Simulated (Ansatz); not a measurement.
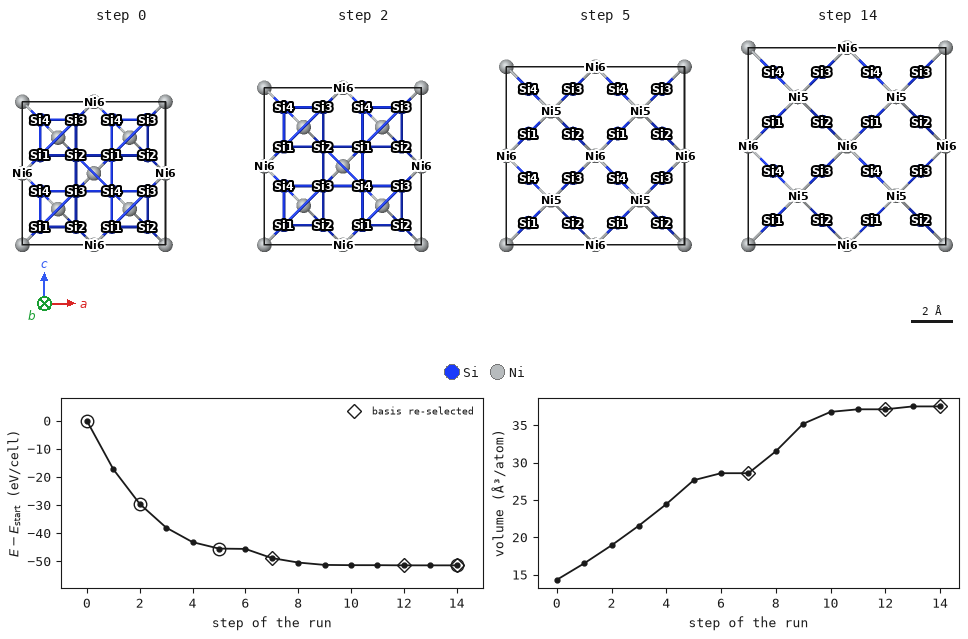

Frames of a relaxation of crystalline Si$_{2}$Ni (a generated structure, set up in Fd-3m) (coarse preliminary run), marked on the history of the run. The picture is a ball-and-stick view of the conventional cell (4 times the calculation's cell), seen along the b axis. Lengths and directions refer to the drawn axes.

Computed with Ansatz 0.2.0, DFT PBE, scalar-relativistic, plane waves, PAW.

Input file:
```yaml
crystal:
  lattice:
    - [0.0, 3.50289229, 3.50289229]
    - [3.50289229, 0.0, 3.50289229]
    - [3.50289229, 3.50289229, 0.0]
  atoms:
    - { symbol: Si, position: [0.625, 0.625, 0.625] }
    - { symbol: Si, position: [0.625, 0.625, 0.125] }
    - { symbol: Si, position: [0.625, 0.125, 0.625] }
    - { symbol: Si, position: [0.125, 0.625, 0.625] }
    - { symbol: Ni, position: [0.75, 0.75, 0.75], spin: 2.0 }
    - { symbol: Ni, position: [0.5, 0.5, 0.5], spin: 2.0 }
basis:
  ecutwfc: 420
kpoints:
  mp_grid: { grid: [4, 4, 4] }
hamiltonian:
  xc: pbe
scf:
  occupations: { method: gaussian, width: 0.1 }
  lower_state_search: "off"
output:
  forces: true
  stress: true
  eigenvalues: true
  populations: true
magnetization:
  spin_polarized: true
relax:
  adjacent_minimum: "off"
  f_tol: 0.04
  max_steps: 70
  cell: { stress_tol: 0.4 }
```

Launched with:
```bash
ansatz run input.yaml --threads 1 --pin off --max-ram 2560MiB --backend cpu --events-out ev --progress --plain --runs-dir out
```

### Describe the path.

After 11 accepted moves (14 points after the start) the energy has fallen by 51.416 eV per cell of the calculation. All forces vanish by symmetry, so only the cell relaxes. Pressure: 256.08 GPa at the start and 0.05 GPa at the end. At 3 points the geometry stayed and the basis and grid were re-selected for the new cell (energy shift of 3.261 eV per cell of the calculation at most each time). The atoms keep their places relative to the cell (all moves are under 0.005 Å). Cell: a = b = c 7.006 → 9.656 Å (+37.8 %). Volume +161.9 %. Some distances before and after: Si1–Si2 2.477 → 3.414 Å, Si1–Ni5 1.517 → 2.091 Å. The space group stays Fd-3m (No. 227). The program noted that the starting moments weren't kept. From step 0 to 2: volume +32.2 %, energy −29.560 eV per cell of the calculation. From step 2 to 5: volume +46.0 %, energy −15.892 eV per cell of the calculation. From step 5 to 14: volume +35.7 %, energy −5.964 eV per cell of the calculation.

```csv
step,"E − E(0), meV/atom","pressure, GPa","volume, Å³/atom",note
0,0.00,256.08,14.327,
1,-2870.96,169.21,16.526,
2,-4926.65,108.52,18.940,
3,-6330.72,65.26,21.577,
4,-7192.91,33.04,24.449,
5,-7575.34,6.63,27.648,
6,-7593.93,-0.03,28.586,
7,-8137.42,19.50,28.586,"same geometry, new basis"
8,-8402.58,10.23,31.519,
9,-8543.37,2.77,35.198,
10,-8558.42,0.46,36.788,
11,-8558.80,0.01,37.132,
12,-8568.65,0.47,37.132,"same geometry, new basis"
13,-8569.23,0.05,37.519,
14,-8569.27,0.05,37.519,"same geometry, new basis"
```
